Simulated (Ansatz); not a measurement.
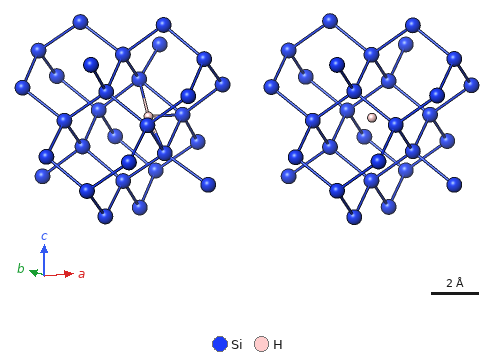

Two geometries of a defect cell of composition Si16H (cell charge +1), drawn at one scale. One is the start of a relaxation, the other its converged end. The picture is a ball-and-stick view of the atoms within 5.0 Å of the atom that moves most (axes of the conventional cell (4 times the calculation's cell) (origin shifted)), seen slightly off an axis. Lengths and directions refer to the drawn axes.

These are results of Ansatz, DFT PBE, scalar-relativistic, plane waves, PAW, not measurements. Set-up: plane-wave cutoff 420 eV; k-point mesh 2 × 2 × 2; occupations gaussian; smearing width 0.02 eV; no spin polarisation; atoms relaxed in a fixed cell; force threshold 0.03 eV/Å; at most 60 steps.

**Which of the two is the end point?**

The left one is the relaxed one. It is an interstitial H in diamond Si. The run prepares an end point of a later path (interstitial hop) calculation, from a guessed geometry. Over 11 accepted moves (13 points after the start) the energy falls by 0.774 eV per cell of the calculation. The largest force component goes from 0.3 to 0.0088 eV/Å. The line search rejected the trial step at point 7 of the run. 1 step only repeated the SCF at the same geometry. The atom that moves furthest is the H atom (1.08 Å along +a). By element the largest moves are H 1.08 Å, Si 0.14 Å. The lattice vectors keep their values. Near-neighbour distances that change, for instance: H–Si 2.687 → 1.579 Å, H–Si 2.335 → 2.035 Å, Si–Si 2.351 → 2.473 Å, Si–Si 2.351 → 2.335 Å. New bonds form: H–Si (2.69 → 1.58 Å). Among the angles between lasting bonds that change: Si–Si–Si 109.5° → 114.3°, Si–Si–Si 109.5° → 105.8°, Si–Si–Si 109.5° → 113.1°. Cost: 58 s on 1 thread of Intel(R) Xeon(R) Platinum 8259CL CPU @ 2.50GHz (Skylake/Cascade Lake), with other jobs on the host, peak memory 0.58 GiB.

Limits of the set-up: the k-point mesh is coarse for a cell with partly filled bands; the periodic images lie only 7.7 Å apart, so the values are limited by the cell's size; the cell is charged, on a uniform background, and energies carry no finite-size correction.
